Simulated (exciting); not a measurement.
Consider AlN, space group P6_3mc.

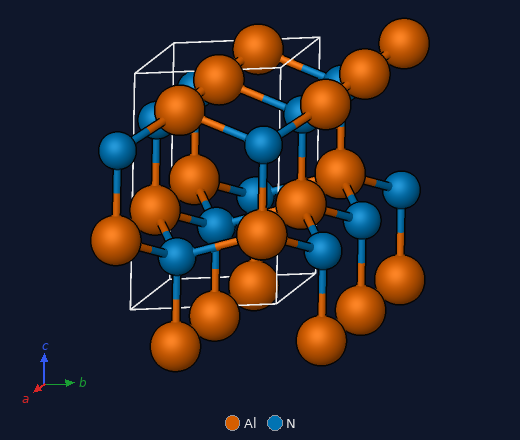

The structure (aluminium orange, nitrogen blue). 3×2×1 cells are drawn. Some periodic images of atoms are drawn too.

```xyz
4
Lattice="3.1130 0.0000 0.0000 -1.5565 2.6959 0.0000 0.0000 0.0000 4.9810" Properties=species:S:1:pos:R:3 pbc="T T T"
Al    1.5565    0.8986    2.4905
Al    0.0000    1.7973    0.0000
N     1.5565    0.8986    4.3833
N     0.0000    1.7973    1.8928
```

Absorber: atom 1, with 4 N at 1.89 Å (tetrahedral, site symmetry 3m). Method: exciting, all-electron LAPW+lo, LDA, exchange and screened direct term (singlet BSE), 5×5×3 shifted k points, 17 conduction bands, |G+q| up to 3 bohr⁻¹, full RPA screening with nempty = 38, Lorentzian half width 0.45 eV.

The database entry behind the starting cell differs from later determinations by our own check (inner coordinate u about 0.002 short), so it need not match the best structure at ambient conditions.

Predict the Al K near-edge structure at this level.

Bound core exciton? Undecided on this mesh: the first bright state (over 5 % of the brightest) lies at -0.17 eV from the Kohn–Sham onset and at -0.85 eV from the lowest bare transition of its own mesh; weaker or dark states reach down to -0.33 eV. Maxima (height): -0.1 eV (1.00), 5.4 eV (0.97), 8.9 eV (0.54) and 13.4 eV (0.24).

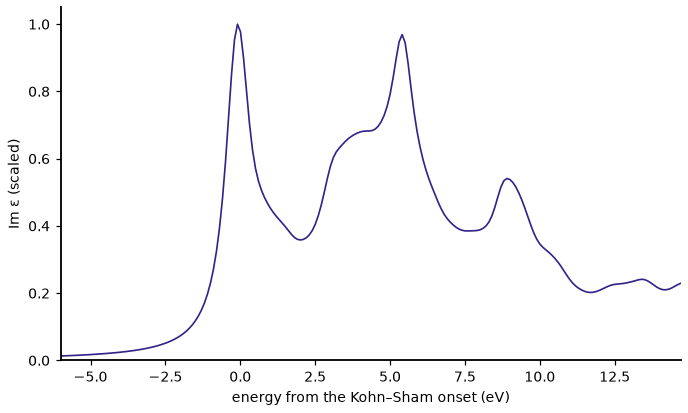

Energy from the Kohn–Sham onset, core level to the lowest empty state found on the meshes used; Im ε in relative units.

A mesh of 75 points doesn't converge binding energies, and fine structure above the first lines is partly noise of the mesh. The kernel cutoff is low for a compact core orbital, so the effect of exchange is a lower bound. The zero comes from the unshifted 6×6×3 ground-state mesh; it is exact only where the band minimum lies on that mesh. The structure is a published determination, not relaxed.

[Banner, clock and machine lines of the logs are left out without a mark of their own.]

[Logs are printed without paths, hosts, clocks, repeated set-up lines and the standing remarks that a program may print on its own settings, such as how far it seeks lower states.]

[Hosts, paths, dates, database ids (printed as entryN), source tags and the programs' standing remarks are cut or masked in the printed files.]
